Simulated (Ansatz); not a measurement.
# Single-point calculation of W3Si

The run: single-point calculation of W3Si (8 atoms in the cell). Method and program: DFT PBE, scalar-relativistic, plane waves, PAW, no spin polarisation (Ansatz 0.2.0).

The structure derives from a Materials Project entry. It belongs to a series of runs on one base structure; here: mode 1 (-163.8 1/cm) frozen in, largest displacement +0.195 A. Figures and captions count atoms from 1; the log counts them from 0 in places.

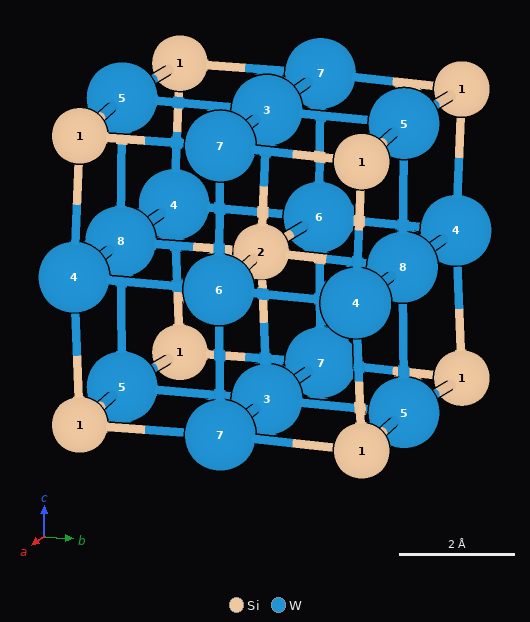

Figure 1. The input geometry (ball-and-stick view of the cell of the calculation, seen slightly off an axis; atoms are numbered from 1 in the order of the input). An atom can appear more than once, as a periodic image. Near neighbours in the periodic cell (some may lie outside the picture): Si has 6 W at 2.54 to 2.67 Å; W has 2 Si at 2.54 to 2.67 Å and 4 W at 2.55 to 2.66 Å.

**Results in brief**

- outcome: converged
- space group (tolerance 0.01 Å): Cmcm (63)
- electrons treated: 92
- free energy: −63570.1472 eV
- Fermi energy: 16.759 eV
- gap on the k-point mesh: none (metallic)
- pressure: 0.18 GPa
- largest force (length of the vector): 1.277 eV/Å
- hardware: 2 threads of Arm Neoverse V2, 24 GiB of memory available, shared host
- wall time: 41 s (CPU time 81 s)
- peak memory: 1.1 GiB

**Remarks**

Spin–orbit coupling is left out, which matters for W.

**The input**
```yaml
crystal:
  lattice:
    - [0.0, -5.2075323816, 0.0]
    - [-5.2075323816, 0.0, 0.0]
    - [0.0, 0.0, -5.2075323816]
  atoms:
    - { symbol: Si, position: [0.0264781498, 0.0264781498, 0.0] }
    - { symbol: Si, position: [0.4735218502, 0.4735218502, 0.5] }
    - { symbol: W, position: [0.5055199018, 0.5055199018, 0.0] }
    - { symbol: W, position: [0.9944800982, 0.9944800982, 0.5] }
    - { symbol: W, position: [0.513805248, -0.0055199018, 0.0] }
    - { symbol: W, position: [-0.013805248, 0.5055199018, 0.5] }
    - { symbol: W, position: [-0.0055199018, 0.513805248, 0.0] }
    - { symbol: W, position: [0.5055199018, -0.013805248, 0.5] }
basis:
  ecutwfc: 420
kpoints:
  mp_grid: { grid: [10, 10, 10] }
hamiltonian:
  xc: pbe
scf:
  occupations: { method: gaussian, width: 0.15 }
output:
  forces: true
  stress: true
  eigenvalues: true
  write_density: true
  write_potential: true
  elf: true
  volumetric_format: npy
```

Run as:
```bash
ansatz run input.yaml --threads 2 --pin off --max-ram 5120MiB --backend cpu --events-out ev --progress --plain --runs-dir out
```

**Output**
```
Engine: ansatz 0.2.0, aarch64-unknown-linux-gnu
Pseudopotentials: kind: paw
Pseudopotential: Si, paw, valence charge 4, recommended cutoff 420 eV (normal), Si.paw.azcp
Pseudopotential: W, paw, valence charge 14, recommended cutoff 420 eV (normal), W.paw.azcp
Functional definition: PBE
  parameter kappa = 0.804
  parameter beta = 0.06672455060314922
  exchange = pbe_x(kappa = kappa, mu = beta*pi^2/3)
  correlation = pbe_c(beta = beta)
Crystal: 8 atoms, lattice volume = 141.220 Å³
Basis set: ecut = 420 eV, 2777 PW (Γ), exchange–correlation on 72×72×72 points (8 copies of the dense FFT grid, shifted against one another)
Bands: 56, of which v1, the nominal top of the filled ones, is band 46 counted from 1 (45 counted from 0)
Symmetry: 8 space group operations
Space group: Cmcm (ITA 63), of the structure as read, at distance tolerance 5.2e-5 Å
k-points: 186 of 1000
Non-local potential: Si, projectors of the file, l = 0: 2, l = 1: 2, l = 2: 2
Non-local potential: W, projectors of the file, l = 0: 3, l = 1: 2, l = 2: 2, l = 3: 1
PAW form: soft (Blöchl's): semilocal exchange-correlation on the pseudo side does not see the compensation charge
PAW one-centre angular grid: Si, 110 points (default); XC on 64 Gauss nodes
PAW one-centre angular grid: W, 590 points (default); XC on 64 Gauss nodes
Initial density: superposition of atomic densities (neutral atoms: chi_scale 0, normalization atom), corrected by the library's trained network
Initial wavefunctions: pseudopotential atomic-orbital guess
Functional: x = pbe(κ = 0.804, μ = 0.2195149727645171), c = pbe(β = 0.06672455060314922)
SCF iter   1: F=—  HF=-63570.155005 eV  |F-HF|=—  |Δ(HF+E_count)|=         —  Δρ=5.82e-3  dr2=4.35e-2  ethr=1.77e-3  ⟨swp⟩=5.4  Hψ=39692  notcnv=0
preconditioner: auto → Kerker (q_TF=auto, 2.540 Å⁻¹)  [metal: Δε(μ)=0.003 eV  Ē_g=4.636 eV  σ=0.150 eV  W_gap=0.01  n_scr=32 (ndim 8)  ℏωp=20.7 eV  f_vac=0.000  D(μ)=8.03/eV (n_scr^D=80)]
SCF iter   2: F=—  HF=-63570.149348 eV  |F-HF|=—  |Δ(HF+E_count)|=   5.66e-3  Δρ=3.34e-3  dr2=1.47e-2  ethr=4.73e-5  ⟨swp⟩=1.0  Hψ=12094  notcnv=0
SCF iter   3: F=—  HF=-63570.147290 eV  |F-HF|=—  |Δ(HF+E_count)|=   2.06e-3  Δρ=3.25e-4  dr2=1.56e-4  ethr=1.60e-5  ⟨swp⟩=2.0  Hψ=14206  notcnv=0
SCF iter   4: F=—  HF=-63570.147290 eV  |F-HF|=—  |Δ(HF+E_count)|=   3.13e-7  Δρ=6.85e-5  dr2=1.04e-5  ethr=1.70e-7  ⟨swp⟩=2.0  Hψ=14323  notcnv=0
SCF iter   5: F=—  HF=-63570.147202 eV  |F-HF|=—  |Δ(HF+E_count)|=   8.78e-5  Δρ=1.91e-5  dr2=7.65e-7  ethr=1.13e-8  ⟨swp⟩=2.0  Hψ=14226  notcnv=0
SCF iter   6: F=-63570.147202 eV  HF=-63570.147202 eV  |F-HF|=3.59e-9  |Δ(HF+E_count)|=   6.23e-8  Δρ=5.01e-6  dr2=3.54e-8  ethr=1.09e-10  ⟨swp⟩=13.8  Hψ=73359  notcnv=0
SCF 1 converged in 6 iterations: F = -63570.147202 eV  dr2 = 3.54e-8
  greatest PAW one-centre occupation: 1.000 electrons in one spin orbital (limit 2), on the W atom at site 7 (counted from 0), in its partial waves of l = 0
SCF converged after 6 iterations
Free energy (F): -63570.147202 eV
Harris-Foulkes:  -63570.147202 eV  (|F-HF|=3.59e-9)
Internal energy: -63570.056572 eV  (E = F + TS)
E sigma→0 (E₀):  -63570.101887 eV
Entropy (-TS):   -0.090631 eV (-11.329 meV/atom)
Fermi energy:    16.758548 eV
--- Per-component energies (eV) ---
  E_band       = -860.135973
  E_kinetic    = 2773.320975
  E_local      = -5367.737696  (includes V_loc(G=0)·N_el)
  E_nonlocal   = 69.452820
  E_hartree    = 1969.009827
  E_xc         = -1704.139846
  E_vxc        = -1516.292346  (∫ρ·V_xc dr)
  E_paw        = -52402.863315  (= ΣΔE_a)
  E_vpaw       = -756.902603  (= ΣTr[D̂ρ^β])
  E_aug_tail   = -0.000347  (compensation charges beyond the density's cutoff)
  E_ewald      = -8907.098989
  E_smearing   = -0.090631  (= −TS)
  E_closure    = -0.000000  (closes the sum)
  Σ components = -63570.147202   (vs F -63570.147202, Δ=0.00e0)
--- Forces (eV/Å), atoms counted from 1 ---
  atom   1  Si    -0.24999288    -0.24999288     0.00000000
  atom   2  Si     0.24999288     0.24999288     0.00000000
  atom   3  W     -0.32882414    -0.32882414     0.00000000
  atom   4  W      0.32882414     0.32882414     0.00000000
  atom   5  W      0.29739242    -1.24202824     0.00000000
  atom   6  W     -0.29739242     1.24202824     0.00000000
  atom   7  W     -1.24202824     0.29739242     0.00000000
  atom   8  W      1.24202824    -0.29739242     0.00000000
  max |Σ_I F_I| component: 4.44e-16 eV/Å
--- Stress (GPa, compression-positive) ---
        0.767354      -0.696273       0.000000
       -0.696273       0.767354       0.000000
        0.000000       0.000000      -1.004234
  P = ⅓ Tr σ = 0.1768 GPa (1.768 kbar)
--- Band table (eV; the first three rows and the last of 186) ---
  k-point 0: bands = ["-57.1572", "-57.0993", "-57.0992", "-56.9909", "-56.9860", "-56.9354", "-22.0192", "-22.0178", "-22.0110", "-21.9814", "-21.9757", "-21.9699", "-21.4227", "-21.4198", "-21.4182", "-21.3882", "-21.3802", "-21.3796", "-20.6248", "-20.6191", "-20.6101", "-20.6055", "-20.6053", "-20.5994", "6.3954", "7.9394", "12.0499", "12.0568", "12.1123", "12.1131", "12.1172", "12.2114", "12.9225", "12.9556", "13.4141", "13.7135", "13.7334", "13.7569", "14.0552", "14.0560", "14.0787", "16.0088", "16.2921", "16.3948", "17.0110", "17.1581", "17.2137", "17.2449", "17.8697", "17.9809", "17.9882", "18.6533", "18.6604", "18.7176", "20.3080", "20.3249"]
  k-point 1: bands = ["-57.1554", "-57.1003", "-57.0965", "-56.9936", "-56.9852", "-56.9371", "-22.0177", "-22.0164", "-21.9848", "-21.9782", "-21.9761", "-21.9391", "-21.4227", "-21.4194", "-21.4193", "-21.3894", "-21.3816", "-21.3784", "-20.6604", "-20.6542", "-20.6102", "-20.6057", "-20.6053", "-20.5998", "6.4598", "7.9647", "11.9544", "12.0890", "12.1172", "12.1421", "12.2223", "12.2350", "12.9254", "13.0293", "13.4606", "13.6328", "13.6372", "13.6618", "13.9469", "14.2123", "14.2409", "15.7594", "16.0167", "16.3575", "17.1383", "17.1675", "17.1955", "17.7308", "17.9193", "17.9931", "18.2250", "18.6063", "18.6391", "18.6886", "20.1784", "20.1971"]
  k-point 2: bands = ["-57.1502", "-57.1033", "-57.0889", "-57.0013", "-56.9827", "-56.9418", "-22.0134", "-22.0120", "-21.9830", "-21.9774", "-21.8954", "-21.8497", "-21.4227", "-21.4222", "-21.4181", "-21.3931", "-21.3857", "-21.3740", "-20.7628", "-20.7543", "-20.6104", "-20.6066", "-20.6055", "-20.6008", "6.6469", "8.0191", "11.6459", "12.1838", "12.1969", "12.2142", "12.2387", "12.5202", "12.9314", "13.1855", "13.4474", "13.5168", "13.5339", "13.6468", "13.7579", "14.5270", "14.5607", "15.0325", "16.0484", "16.4138", "17.0502", "17.0842", "17.6395", "17.9281", "18.0041", "18.0304", "18.3762", "18.5014", "18.5860", "18.9862", "19.8935", "19.9438"]
  k-point 185: bands = ["-57.0646", "-57.0646", "-57.0462", "-57.0462", "-57.0244", "-57.0244", "-21.4759", "-21.4759", "-21.4681", "-21.4681", "-21.4470", "-21.4470", "-21.3968", "-21.3968", "-21.3781", "-21.3781", "-21.3223", "-21.3223", "-21.3156", "-21.3156", "-21.1984", "-21.1984", "-21.1914", "-21.1914", "9.1107", "9.1107", "11.3916", "11.3916", "11.5206", "11.5206", "11.6554", "11.6554", "15.2756", "15.2756", "15.3912", "15.3912", "15.4292", "15.4292", "15.5578", "15.5578", "15.7175", "15.7175", "15.9768", "15.9768", "16.0504", "16.0504", "16.6975", "16.6975", "16.7410", "16.7410", "17.7171", "17.7171", "17.7334", "17.7334", "17.7470", "17.7470"]
```

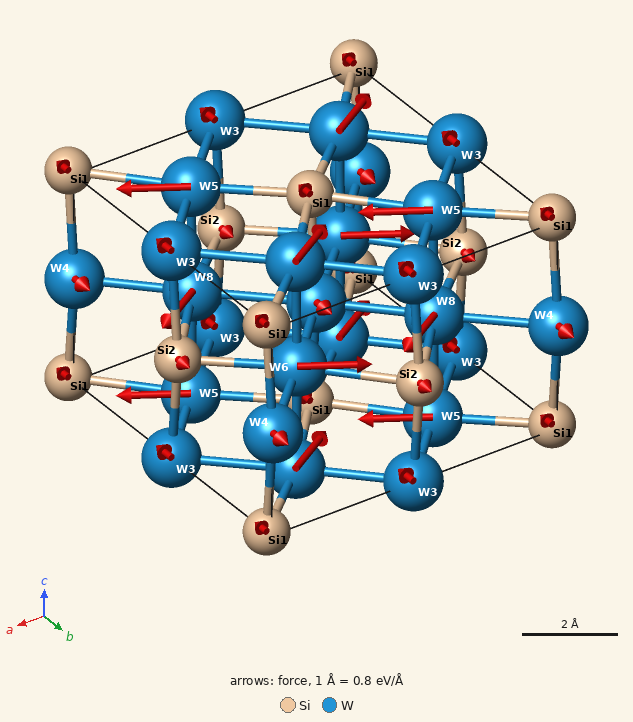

Figure 2. Forces on the atoms as red arrows (ball-and-stick view of the cell 2 times as large as that of the calculation, set on its symmetry axes, seen at an oblique angle; atoms are numbered from 1 in the order of the input). The largest act on W5, W6, W7, W8 (1.28 eV/Å); W3, W4 (0.47 eV/Å). The geometry is not a stationary point of this energy.

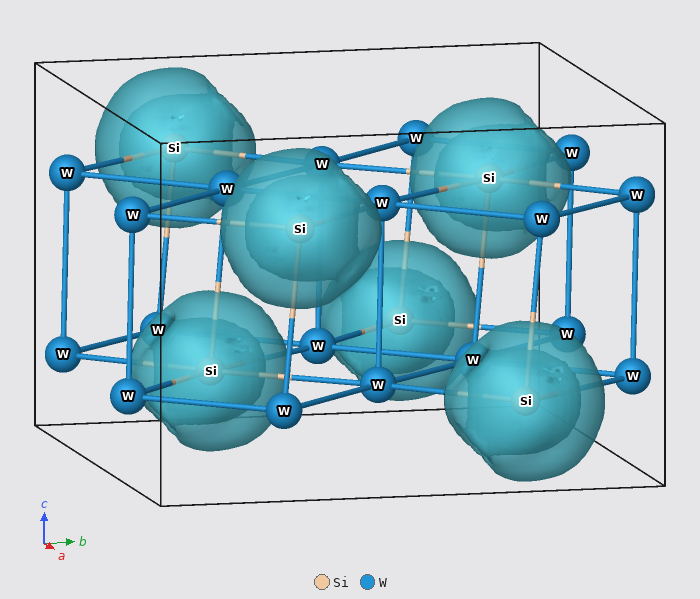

Figure 3. Isosurface of the ELF at 0.65 (cyan), seen slightly off an axis. Core shells and regions of very low density are left out. Sticks mark near contacts. The outline is the cell set on symmetry axes. Values along the shortest contacts: Si–W (2.54 Å): the ELF is about 0.50 at the midpoint. W–W (2.55 Å): the ELF is about 0.45 at the midpoint (no shared electron pair). The fields are those of the smooth PAW valence density.

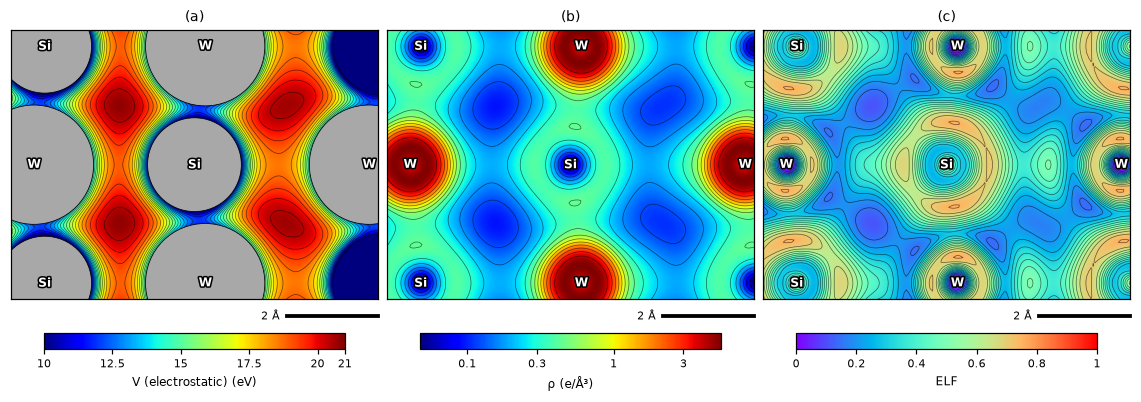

Figure 4. (a) electrostatic potential energy of an electron; (b) valence pseudo-density; (c) electron localisation function on the (100) plane of the conventional cell. Grey discs, where drawn, cover atomic cores. Atoms in the plane: Si and W. Si–W (2.61 Å): ρ is about 0.4 e/Å³ halfway; the ELF is about 0.45 at the midpoint. Away from the nuclei the density in this plane falls to 0.09 e/Å³ at its lowest. The strong features right at W lie inside the PAW spheres (semicore, d or f shells) and say nothing about bonding. Outside the cores the potential energy rises away from the atoms and is highest about 2.1 Å from the nearest atoms; outside the discs it spans about 11 eV, and its zero is arbitrary.
